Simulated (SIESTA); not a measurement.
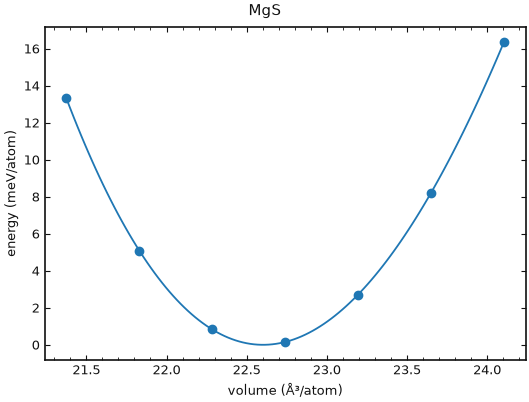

The picture above shows the energy against volume for MgS, space group F-43m (No. 216).

Cell as given: a = 4.007 Å, b = 4.007 Å, c = 4.007 Å, α = 60.00°, β = 60.00°, γ = 60.00°; 2 atoms.

How it was computed, with SIESTA 5.4.2: DFT in numerical atomic orbitals with pseudopotentials, no spin polarisation; energies at scaled volumes of the given cell, shape and fractions fixed, counted from the fit's minimum, third-order Birch-Murnaghan fit. Level: LDA.

- k mesh: 8×8×8
- occupations: Fermi–Dirac
- smearing width: 0.05 eV
- potentials: PseudoDojo 0.4 standard, converted to PSML, two zetas on semicore shells
- program settings: basis DZP, mesh cutoff 800 Ry

This calculation gives: equilibrium volume 22.60 Å³/atom and bulk modulus 58.4 GPa.

Now the level changes from LDA to PBEsol. Predict the effect.

The equilibrium volume rises from 22.60 to 23.24 Å³/atom (+2.8 %) and the bulk modulus falls from 58.4 to 54.9 GPa (−6.0 %).

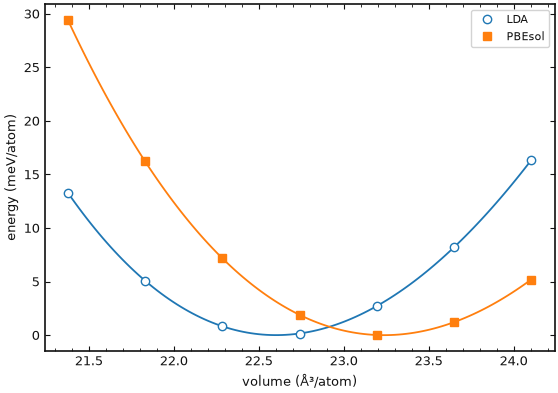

The two results together.

For both, limits of the calculation: mulliken charges of long orbitals.

V0 and the bulk modulus come from third-order Birch–Murnaghan fits.
